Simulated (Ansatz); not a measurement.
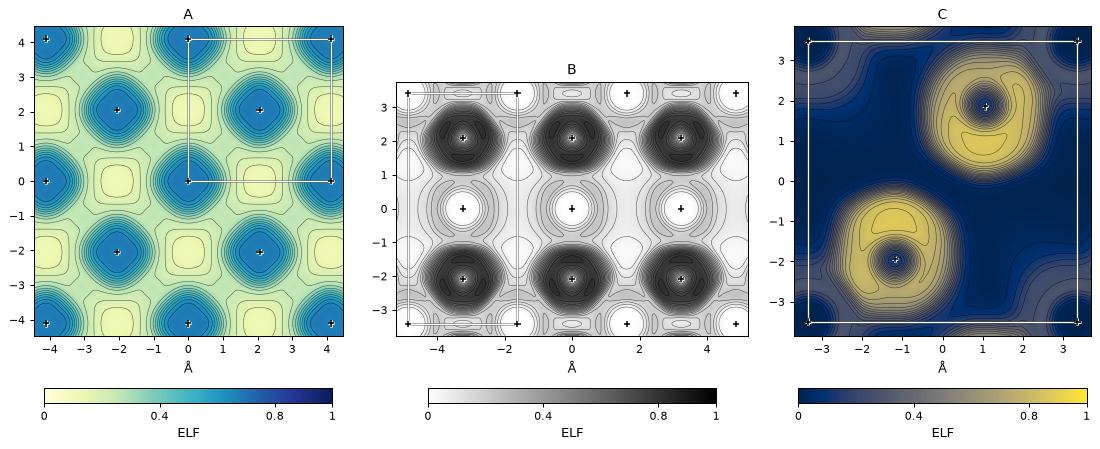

The ELF of 3 systems, each on a plane through atoms (crosses mark nuclei in the plane).

Computed with Ansatz 0.2.0, DFT PBE, scalar-relativistic, plane waves, PAW.

System 1: Pt, the (010) plane of the conventional cell. Space group Fm-3m; changed on purpose from its base cell (strain +0.050 along x and y, +0.050 along z, atoms carried along); computed pressure about −19 GPa in this cell.

```cif
data_structure
_symmetry_space_group_name_H-M 'P 1'
_symmetry_Int_Tables_number 1
_cell_length_a 4.1116
_cell_length_b 4.1116
_cell_length_c 4.1116
_cell_angle_alpha 90.000
_cell_angle_beta 90.000
_cell_angle_gamma 90.000
_cell_volume 69.51
loop_
_atom_site_label
_atom_site_type_symbol
_atom_site_fract_x
_atom_site_fract_y
_atom_site_fract_z
_atom_site_occupancy
Pt1 Pt 0.00000 0.00000 0.00000 1
Pt2 Pt 0.50000 0.50000 0.00000 1
Pt3 Pt 0.50000 0.00000 0.50000 1
Pt4 Pt 0.00000 0.50000 0.50000 1
```

System 2: SnSe₂, the (010) plane of the conventional cell. Space group Cm; changed on purpose from its base cell (all Se atoms moved +0.075 Å, as atom 2 towards its neighbour atom 1 (Sn) at 2.746 A); not relaxed (largest force 0.7 eV/Å).

```yaml
crystal:
  lattice:
    - [0.00000, 6.70606, 0.00000]
    - [-3.87175, 0.00000, 0.00000]
    - [0.00000, 0.00000, 6.98802]
  atoms:
    - { symbol: Sn, position: [0.00000, 0.00000, 0.00000] }
    - { symbol: Sn, position: [0.50000, 0.50000, 0.00000] }
    - { symbol: Se, position: [0.32423, 0.00000, 0.22192] }
    - { symbol: Se, position: [0.82423, 0.50000, 0.22192] }
    - { symbol: Se, position: [0.15756, 0.50000, 0.76562] }
    - { symbol: Se, position: [0.65756, 0.00000, 0.76562] }
```

System 3: SnO₂, the (110) plane of the conventional cell. Space group Pnnm.

```yaml
crystal:
  lattice:
    - [4.82771, 0.00000, 0.00000]
    - [0.00000, 4.82771, 0.00000]
    - [0.00000, 0.00000, 3.23799]
  atoms:
    - { symbol: Sn, position: [0.00000, 0.00000, 0.00000] }
    - { symbol: Sn, position: [0.50000, 0.50000, 0.50000] }
    - { symbol: O, position: [0.31759, 0.29562, 0.00000] }
    - { symbol: O, position: [0.18241, 0.79562, 0.50000] }
    - { symbol: O, position: [0.68241, 0.70438, 0.00000] }
    - { symbol: O, position: [0.81759, 0.20438, 0.50000] }
```

**Match each panel to its system.**

Panel A is system 1, Pt: the plane holds Pt. Pt–Pt (2.91 Å): the ELF is about 0.25 at the midpoint (no localised pair shows between them). Panel B is system 3, SnO₂: the plane holds Sn and O. Sn–O (2.09 Å): the ELF peaks at about 0.80 in the valence shell of O, 0.6 Å from its nucleus, and is about 0.25 at the midpoint; no shared electron pair shows on this line. Panel C is system 2, SnSe₂: the plane holds Sn and Se. Sn–Se (2.67 Å): the ELF is about 0.60 at the midpoint.
